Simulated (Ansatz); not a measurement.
## Single-point calculation of MoS2 (part 3 of 3)

The same run, continued: MoS2 (R-3m, 3 atoms in the cell); DFT PBE+U, scalar-relativistic, plane waves, PAW, Ueff = 4 eV on Mo atom 1 d, spin-polarised (Ansatz 0.2.0); cutoff 420 eV, 7×7×7 k-mesh, Gaussian smearing of 0.05 eV, collinear spins. The structure derives from an entry of the Crystallography Open Database. It belongs to a series of runs on one base structure; here: random orbitals: random, high filling.

Geometry of the input (Å; fractional positions):
```
1.5855  0.9154  6.1150
-1.5855  0.9154  6.1150
0.0000  -1.8308  6.1150
Mo 0.0000  0.0000  0.0000
S  0.7500  0.7500  0.7500
S  0.2500  0.2500  0.2500
```

What the program printed, continued
```
WARN: hamiltonian.hubbard: on 2 of 2 specified blocks the occupation matrix of this SCF's result fails the test of the specified filling. At site 0 ↑ (sites count from 0 in the list of atoms of the cell that this SCF solves) the least filled combination of the orbitals specified full has occupation 0.485, and the fullest combination of the orbitals specified empty has occupation 0.655; the filling counts as kept where the first is at least 0.75 and exceeds the second by more than 0.25. The same holds at site 0 ↓. The state of this SCF's result may not hold the specified filling, though these bounds can also misjudge a state that does. This warning does not say which state is lower in energy, or whether the specified filling is a self-consistent state at all; see hamiltonian.hubbard.sites[].starting_ns, Limitations, and scf.initial_density.shell_occupations in the input reference
SCF 1 converged in 55 iterations: F = -6756.954918 eV  dr2 = 1.27e-10
  greatest PAW one-centre occupation: 0.998 electrons in one spin orbital (limit 2), on the Mo atom at site 0 (counted from 0), in its partial waves of l = 0
SCF converged after 55 iterations
Stability not told: the lowest value that the SCF's own minimisation read on its close, 6.0e-2 (residual 2.7e-3), is positive but too near zero to vouch for directions that it does not look along: no lower mode is shown, and none is ruled out
Magnetization: 0.1603 μB (13.0802 up, 12.9198 down)
Absolute magnetization: 0.3100 μB (∫|ρ↑−ρ↓|, with the PAW one-centre terms)
Spin contamination: 0.0727 ħ² per cell (⟨S²⟩ above its minimum at these occupations)
Per-site moments (μB) at R_I (Å): [(0.11153625930325951, 0.9838642517170558), (0.0013001655684198087, 0.9838642517170562), (0.001300165568419686, 0.9838642517170558)]
Free energy (F): -6756.954918 eV
Harris-Foulkes:  -6756.954918 eV  (|F-HF|=7.19e-11)
Internal energy: -6756.954233 eV  (E = F + TS)
E sigma→0 (E₀):  -6756.954576 eV
Entropy (-TS):   -0.000684 eV (-0.228 meV/atom)
Fermi energy:    11.134319 eV
--- Per-component energies (eV) ---
  E_band       = -155.079238
  E_kinetic    = 658.800323
  E_local      = -1979.546735  (includes V_loc(G=0)·N_el)
  E_nonlocal   = 199.855736
  E_hartree    = 763.047948
  E_xc         = -379.157898
  E_vxc        = -405.878730  (∫ρ·V_xc dr)
  E_hubbard    = 4.850625  (on-site DFT+U / exact-exchange correction)
  E_vhub       = -0.660284  (the Hubbard potential's part of the band-sum identity)
  E_paw        = -4401.864214  (= ΣΔE_a)
  E_vpaw       = -153.745384  (= ΣTr[D̂ρ^β])
  E_aug_tail   = 0.000041  (compensation charges beyond the density's cutoff)
  E_ewald      = -1622.940059
  E_smearing   = -0.000684  (= −TS)
  E_closure    = 0.000000  (closes the sum)
  Σ components = -6756.954918   (vs F -6756.954918, Δ=0.00e0)
--- Specified on-site occupations, and those of the state reported ---
  electrons in the specified blocks: 2.1000 specified, 5.1808 found
  site 0 (l=d) ↑: largest change of an orbital's occupation 0.6459; electrons 2.0000 specified, 2.6637 found; spectral distance 0.9189
  site 0 (l=d) ↓: largest change of an orbital's occupation 0.5518; electrons 0.1000 specified, 2.5171 found; spectral distance 1.0895
--- Forces (eV/Å), atoms counted from 1 ---
  atom   1  Mo     0.00000000     0.00000000     0.00000000
  atom   2  S     -0.00053348     0.00029604     1.00444691
  atom   3  S      0.00053348    -0.00029604    -1.00444691
  max |Σ_I F_I| component: 0.00e0 eV/Å
--- Stress (GPa, compression-positive) ---
        7.434650       0.266752      -0.059184
        0.266751       7.743143       0.034063
       -0.059184       0.034063      10.810511
  P = ⅓ Tr σ = 8.6628 GPa (86.628 kbar)
--- Band table (eV; the first three rows and the last of 344) ---
  k-point 0 ↑: bands = ["-50.5833", "-24.6291", "-24.6080", "-24.5888", "-3.9924", "-2.3533", "4.1264", "6.8948", "7.1547", "9.3056", "9.4271", "10.0221", "10.0537", "10.9442", "10.9524", "14.6074", "14.6456", "17.2747"]
  k-point 1 ↑: bands = ["-50.5758", "-24.6734", "-24.6248", "-24.6061", "-3.6631", "-2.2994", "4.5335", "6.4456", "7.1811", "8.4037", "8.9200", "9.5918", "10.0298", "11.2664", "11.5213", "14.0050", "14.4476", "18.4590"]
  k-point 2 ↑: bands = ["-50.5586", "-24.8397", "-24.6630", "-24.5739", "-2.8575", "-2.1079", "5.1316", "6.0445", "6.3625", "7.1840", "8.7459", "8.8839", "9.4523", "11.7634", "12.1050", "14.4429", "14.4737", "18.0585"]
  k-point 171 ↓: bands = ["-50.4521", "-24.8736", "-24.5814", "-24.4526", "-2.3627", "-1.5332", "4.2933", "5.3960", "6.6215", "6.9501", "8.3198", "9.1117", "9.5172", "12.5890", "12.8742", "14.7168", "15.1953", "16.9872"]
Occupation matrices written to [file]
--- Löwdin populations: 3 sites ---
  site symbol       q [e]    m [muB]
     0     Mo     13.6727     0.1482
     1      S      6.0651     0.0056
     2      S      6.0651     0.0056
  spilling = 0.007583 (of n_electrons = 26.000000)
--- Occupation matrices: 1 shell (run DFT+U table (all-electron-ortho-atomic); ε = 2.51e-3) ---
  Mo0 d_4D: site group D3d (-3m)
  Mo0 d_4D up     Tr n = 2.6637  λ = 0.439 0.471 0.489 0.541 0.723  [x2-y2 0.65 Eg(1.00) | xz 0.38 Eg(0.93) | z2 0.89 A1g(0.89) | yz 0.65 Eg(1.00) | xy 0.43 Eg(0.96)]
  Mo0 d_4D dn     Tr n = 2.5171  λ = 0.419 0.454 0.502 0.570 0.572  [xy 0.73 Eg(0.98) | x2-y2 0.50 Eg(1.00) | xz 0.71 Eg(0.95) | 2× z2 0.47 Eg(0.53)]
  specified occupation → Mo0 d_4D up: matrix, ‖Δ‖_F = 1.1359, Tr Δ = -0.6637, displaced = 1.2545, d_λ = 0.9189; orbital distance = 1.8248
  specified occupation → Mo0 d_4D dn: matrix, ‖Δ‖_F = 1.0895, Tr Δ = -2.4171, displaced = 1.2085, d_λ = 1.0895; orbital distance = 0.0000
  Tr n, λ and their labels are of the run-group-symmetrised matrices; stabiliser: 4 of 24 elements of G0×{1,Θ} (closed), max defect 9.4e-5 at τ = 5.3e-4
```

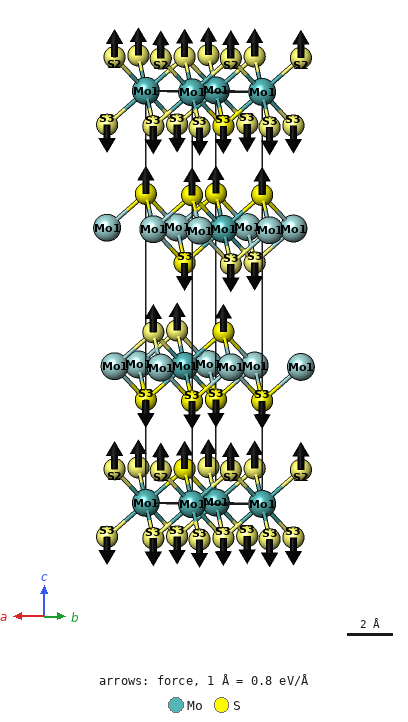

**Figure 1.** Forces on the atoms as black arrows (ball-and-stick view of the cell 3 times as large as that of the calculation, set on its symmetry axes, seen at an oblique angle; neighbours outside the cell are drawn fainter; atoms are numbered from 1 in the order of the input). The largest act on S2, S3 (1.00 eV/Å). The geometry is not a stationary point of this energy.

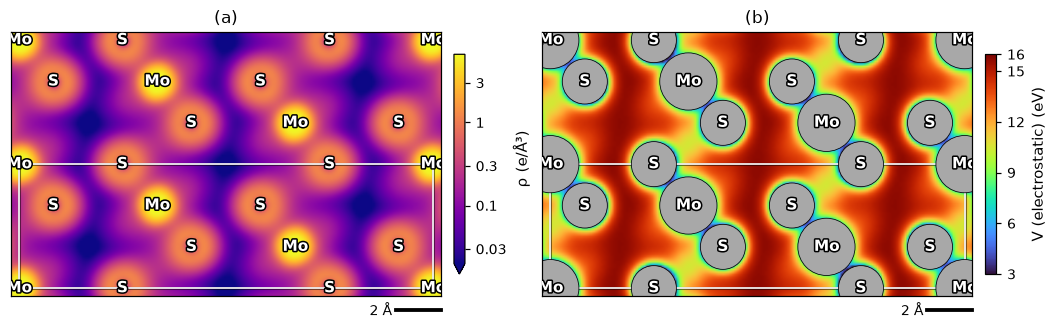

**Figure 2.** (a) valence pseudo-density; (b) electrostatic potential (local pseudopotential plus Hartree) felt by an electron on the (110) plane of the conventional cell. Grey discs, where drawn, cover atomic cores. The plane passes through Mo and S nuclei. Mo–S (2.39 Å): the density is about 0.59 e/Å³ at the midpoint. Away from the nuclei the density in this plane falls to 0.01 e/Å³ at its lowest. Outside the cores the potential energy rises away from the atoms and is highest about 2.3 Å from the nearest atoms; outside the discs it spans about 12 eV, and its zero is arbitrary. The fields are those of the smooth PAW valence density.

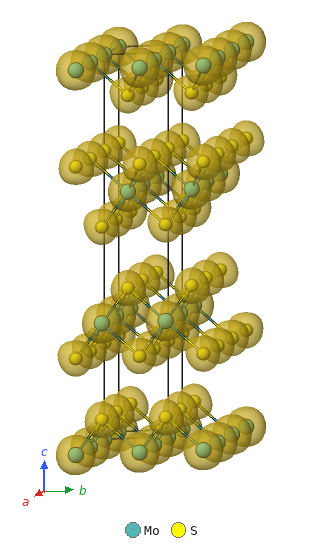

**Figure 3.** Isosurface of the valence pseudo-density at 0.8 e/Å³ (yellow), seen slightly off an axis. Sticks mark near contacts. The outline is the cell set on symmetry axes. At this value the density breaks into separate islands; it holds about 55 % of the electrons treated as valence (semicore included). It is pinched off along the Mo–S (2.39 Å) contacts. On the grid the lowest density along these lines, outside the cores, is 0.59 e/Å³ (Mo–S, 2.39 Å).
